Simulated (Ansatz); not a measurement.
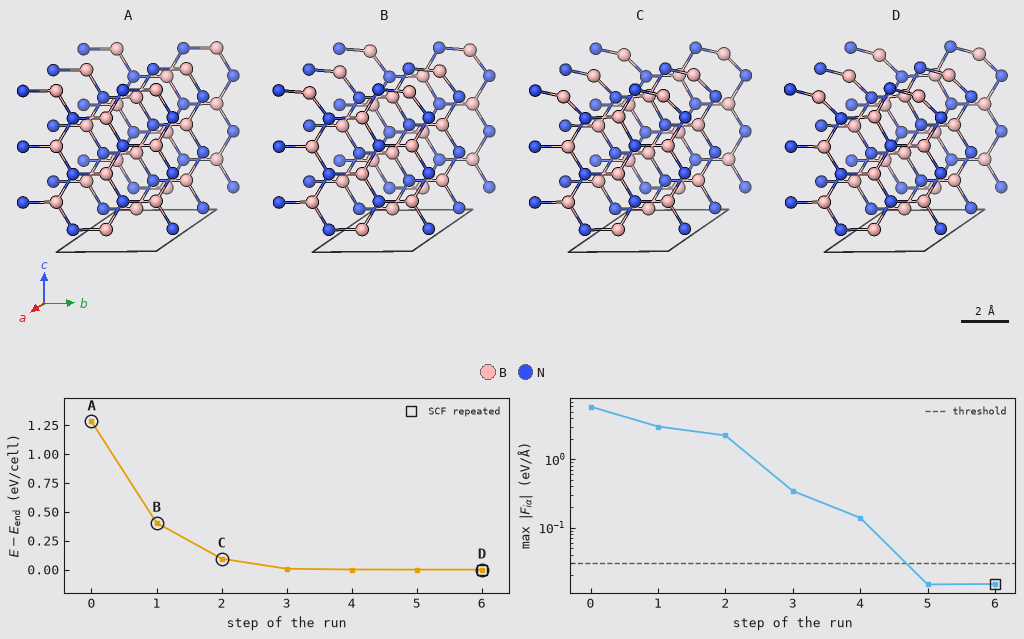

Frames of a constrained relaxation of a slab of composition BN (cut from the R3m phase), marked on the history of the run. The picture is a ball-and-stick view of the 2 × 1 repeat of the cell, outlined in the plane, without the vacuum, seen slightly off an axis.

Case: clean slab, lower half held. The slab is the (1 1 0) face of BN. 6 atoms are held fixed.

These are results of DFT PBEsol, scalar-relativistic, plane waves, PAW in Ansatz 0.2.0, not measurements. (plane-wave cutoff 420 eV; k-point mesh 8 × 7 × 1; occupations gaussian; smearing width 0.05 eV; no spin polarisation; dipole correction; atoms relaxed in a fixed cell; force threshold 0.03 eV/Å; at most 70 steps)

Describe the path.

Answer. The atom that moves furthest is a B atom (0.37 Å at 40° to the normal (−c side)). Largest moves by element: B 0.37 Å, N 0.09 Å. The lattice vectors keep their values. Some distances before and after: B–B 2.504 → 2.117 Å, B–N 1.446 → 1.301 Å, B–N 1.446 → 1.379 Å, B–N 1.446 → 1.486 Å. Among the angles between lasting bonds that change: N–B–N 120.0° → 150.8°, B–N–B 120.0° → 101.7°, B–N–B 120.0° → 104.8°. Over 5 accepted moves (6 points after the start) the energy falls by 1.283 eV per cell of the calculation. Largest force component: 5.9 eV/Å at the start, 0.015 eV/Å at the end. 1 step only repeated the SCF at the same geometry. Cost: 5.7 min on 1 thread of Arm Neoverse V1, with other jobs on the host, peak memory 0.65 GiB. From step 0 to 1: a B atom moves most (0.17 Å), energy −0.878 eV per cell of the calculation. From step 1 to 2: a B atom moves most (0.20 Å), energy −0.310 eV per cell of the calculation. From step 2 to 6: an N atom moves most (0.07 Å), energy −95.0 meV per cell of the calculation.
